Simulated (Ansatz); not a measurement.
```
Ta N
1.0
     4.39296    0.00000    0.00000
     0.00000    4.39296    0.00000
     0.00000    0.00000    4.39296
Ta N
4 4
Direct
  0.50000 0.00000 0.00000
  0.00000 0.50000 0.00000
  0.00000 0.00000 0.50000
  0.50000 0.50000 0.50000
  0.00000 0.00000 0.00000
  0.50000 0.50000 0.00000
  0.50000 0.00000 0.50000
  0.00000 0.50000 0.50000
```

Space group Fm-3m; a structure from a database of computed crystals, not necessarily the ambient phase; computed pressure about 6 GPa in this cell.

Method: Kohn-Sham DFT of a periodic cell, PBE, Ansatz PAW (Ansatz 0.2.0).

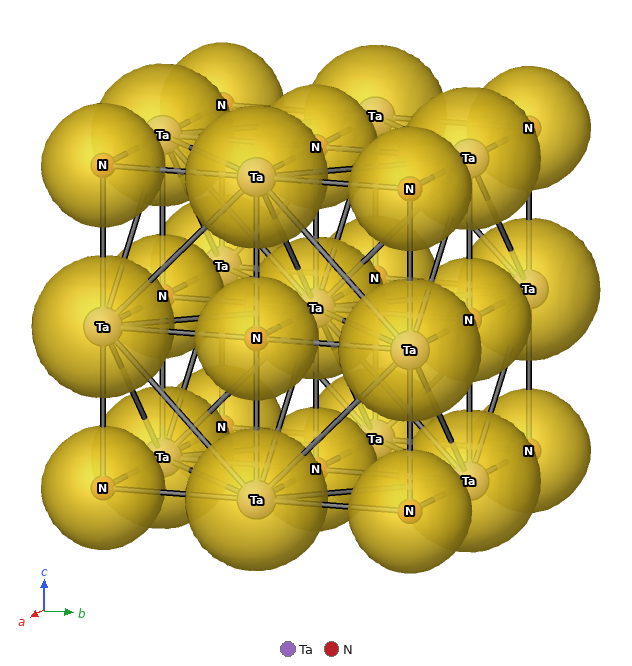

TaN. Isosurface of the valence electron density at 0.8 e/Å³ (yellow), seen slightly off an axis. Sticks mark near contacts.

Core electrons are frozen (PAW), and the valence fields are smoothed inside the atomic spheres.

How is the density connected at this value?

Answer. At this value the density breaks into separate islands; it holds about 70 % of the electrons treated as valence (semicore included). It bridges none of the near contacts. It is pinched off along the sampled Ta–N (2.20 Å) and Ta–Ta (3.11 Å) contacts. On the grid the lowest density along these lines, outside the cores, is 0.54 e/Å³ (Ta–N, 2.20 Å) and 0.24 e/Å³ (Ta–Ta, 3.11 Å).
